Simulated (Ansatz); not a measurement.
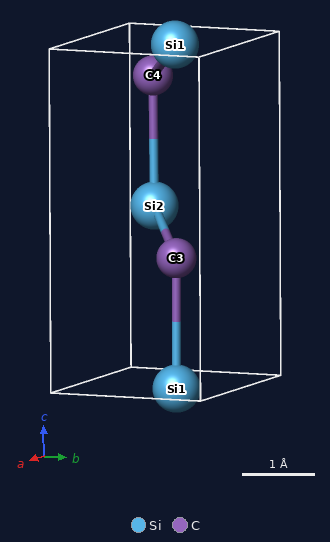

**Figure 1.** The starting structure (ball-and-stick view of the cell of the calculation, set on other vectors, seen slightly off an axis; atoms are numbered from 1 in the order of the input).

SiC: geometry relaxation

The run: geometry relaxation of SiC (4 atoms in the cell). Method and program: DFT, LDA, plane waves, PAW (Ansatz 0.2.0).

The structure derives from an entry of the Crystallography Open Database.

**The input**
```yaml
crystal:
  lattice:
    - [3.2687330488, -0.0551128124, 0.0763940364]
    - [-1.68209562, 2.5684676422, -0.0964004148]
    - [0.1253846932, -0.1103069211, 4.8684790701]
  atoms:
    - { symbol: Si, position: [0.3293462399, 0.6660878894, 0.0038349834] }
    - { symbol: Si, position: [0.6669247813, 0.3266556376, 0.5027591395] }
    - { symbol: C, position: [0.3361066418, 0.6735696735, 0.3824364538] }
    - { symbol: C, position: [0.667622337, 0.3336867995, 0.8809694233] }
basis:
  ecutwfc: 420
  ecutrho_ratio: 0
kpoints:
  mp_grid: { grid: [9, 9, 4] }
hamiltonian:
  xc: lda
scf:
  occupations: { method: gaussian, width: 0.05 }
  max_iter: 50
output:
  forces: true
  eigenvalues: true
  stress: true
relax:
  adjacent_minimum: "off"
  f_tol: 0.01
  max_steps: 80
  cell: { stress_tol: 0.1 }
```

Machine: 4 threads of Intel Xeon @ 2.30GHz, 28 GiB of memory available, shared host.

Launched with:
```bash
ansatz run input.yaml --threads 4 --pin off --max-ram 2560MiB --backend cpu --events-out ev --progress --plain --runs-dir out
```

**The program's output**
```
Error: invalid value for `basis.ecutrho_ratio`: must be in [1, 1024]; got 0
```

**Outcome**

- outcome: refused by the program
- space group (tolerance 0.01 Å): P1 (1)

**Diagnosis**

This input holds a deliberate fault: a density cutoff under the waves' (`basis.ecutrho_ratio`). The density grid cannot represent the products of the waves. The program refused the input: “invalid value for `basis.ecutrho_ratio`: must be in [1, 1024]; got 0”
